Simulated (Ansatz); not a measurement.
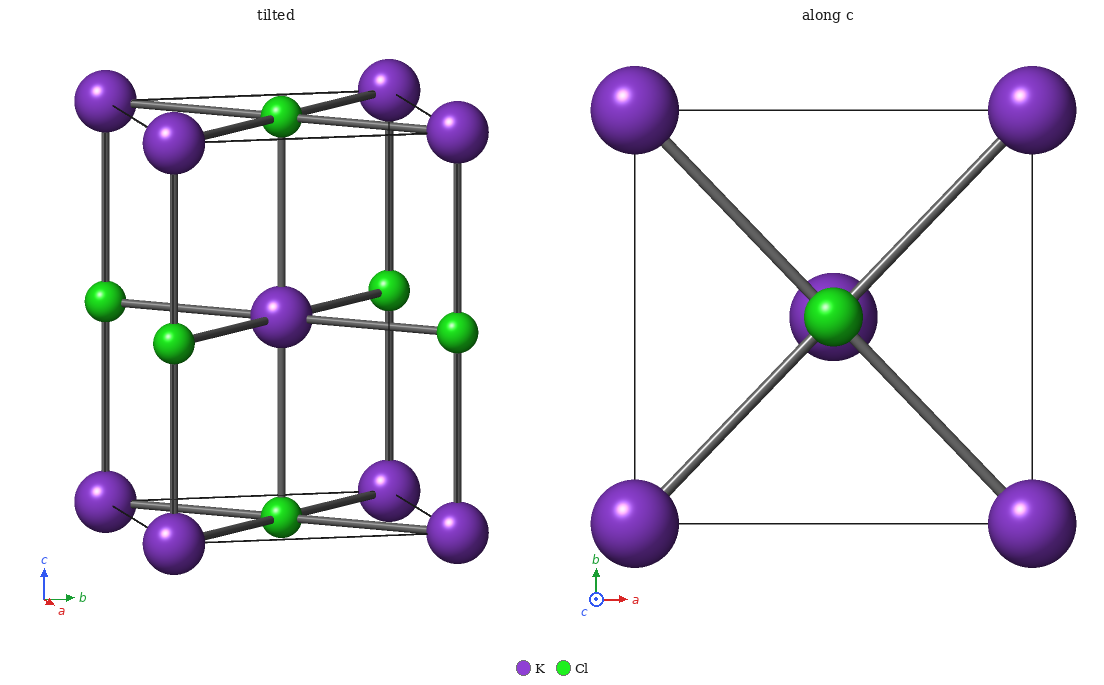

Shown here is a ball-and-stick view of the crystal, taken slightly off an axis and along the c axis. Thin lines show the conventional unit cell, with boundary atoms drawn in all their periodic places.

KCl, space group Immm (No. 71), a = 4.359 Å, b = 4.536 Å, c = 6.290 Å, α = 90.00°, β = 90.00°, γ = 90.00°. Source of the structure: a structure type filled with these elements by a generator (whether the compound takes this form wasn't checked). The cell was then strained or its atoms displaced on purpose. Ansatz was used for an electronic-structure calculation on it.

This one geometry was computed with Ansatz (DFT, plane waves, PAW) at three levels of theory: r2SCAN, PBE and HSE06. It was relaxed with r2SCAN and then strained.

> How does the band gap change with the level of theory?

PBE: a gap of 5.15 eV, direct; r2SCAN: a gap of 5.79 eV, direct; HSE06: a gap of 6.46 eV, direct.

> Collect the results in a table.

| level | cutoff (eV) | k-mesh of the run's cell | gap (eV) | pressure (GPa) |
| --- | --- | --- | --- | --- |
| r2SCAN | 500 | 8×8×8 | 5.79 | 0.0 |
| PBE | 420 | 8×8×8 | 5.15 | 0.8 |
| HSE06 | 420 | 6×6×6 | 6.46 | 0.5 |

Gaps are taken on the k-mesh or band path of each run.
